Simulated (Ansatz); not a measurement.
**SiC30 (cell with a defect): density, localisation and related maps**

```
Si C
1.0
     5.67096    0.00000   -3.40266
    -2.86774   -4.92985   -3.35949
    -2.86774    4.92985   -3.35949
Si C
1 30
Direct
  0.37598 0.12201 0.50109
  0.67771 0.80924 0.55091
  0.92599 0.54587 0.55093
  0.40495 0.25563 0.26347
  0.18661 0.30389 0.57771
  0.68248 0.04439 0.29311
  0.92558 0.78990 0.29794
  0.41073 0.53046 0.03586
  0.17052 0.52962 0.29546
  0.66841 0.29100 0.03638
  0.91775 0.03777 0.04280
  0.40252 0.78580 0.77927
  0.16223 0.77906 0.03993
  0.66557 0.54750 0.79053
  0.91552 0.29513 0.79764
  0.15514 0.03135 0.79460
  0.61384 0.98872 0.47239
  0.84177 0.71411 0.46689
  0.09837 0.45870 0.47505
  0.58442 0.20014 0.19504
  0.84150 0.95385 0.20950
  0.08724 0.69720 0.21222
  0.57983 0.45482 0.95220
  0.32660 0.43525 0.19983
  0.83525 0.20723 0.96031
  0.08038 0.94981 0.96252
  0.58211 0.71486 0.70703
  0.32674 0.69874 0.95172
  0.83797 0.46573 0.71562
  0.08321 0.21335 0.72264
  0.29970 0.94050 0.69103
```

Theory: Ansatz 0.2.0, DFT PBE+D3(BJ), scalar-relativistic, plane waves, PAW.

Core electrons are frozen (PAW), and the valence fields are smoothed inside the atomic spheres.

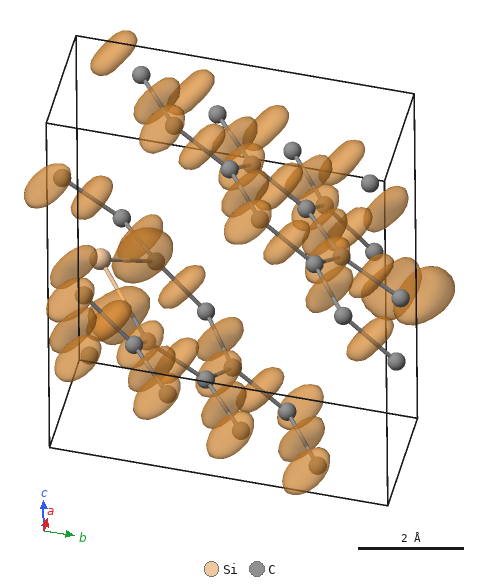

Figure 1. Isosurface of the ELF at 0.85 (orange), seen at an oblique angle. Only the valence region is drawn (cores and ρ < 0.01 e/Å³ removed). Sticks mark near contacts.

> Describe the localisation domains.

At this value the surface marks out 43 regions between bonded C–C atoms (shared pairs) and four regions between bonded C–Si atoms (shared pairs), counted in one cell of 31 atoms. Any copies at cell faces, edges or corners count once. Profiles from the grid: C–C (1.39 Å): the ELF peaks at about 0.95 between the atoms: a covalent bond. Si–C (1.90 Å): the ELF peaks at about 0.95 between the atoms (a shared electron pair).

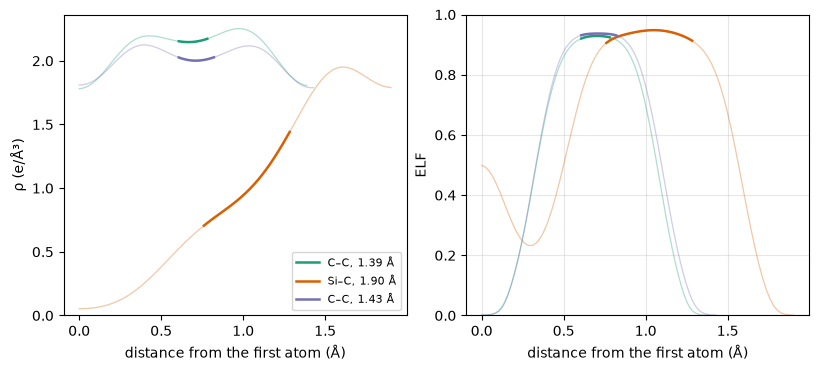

Figure 2. Valence charge density (pseudo) and electron localisation function along straight lines between neighbouring atoms. Thin, pale parts lie inside the atomic spheres.

> What kind of bonding do the profiles show?

C–C (1.39 Å): ρ at the midpoint is about 2.1 e/Å³; the ELF peaks at about 0.95 between the atoms: a covalent bond.
Si–C (1.90 Å): the density is about 0.89 e/Å³ at the midpoint; the ELF peaks at about 0.95 between the atoms: a covalent bond.
C–C (1.43 Å): ρ at the midpoint is about 2 e/Å³; the ELF peaks at about 0.95 between the atoms (a covalent bond).

> Does the calculation give a band gap?

It is gapped, with a Kohn–Sham gap of 0.52 eV on the k-point mesh, an upper bound to the gap of this method.
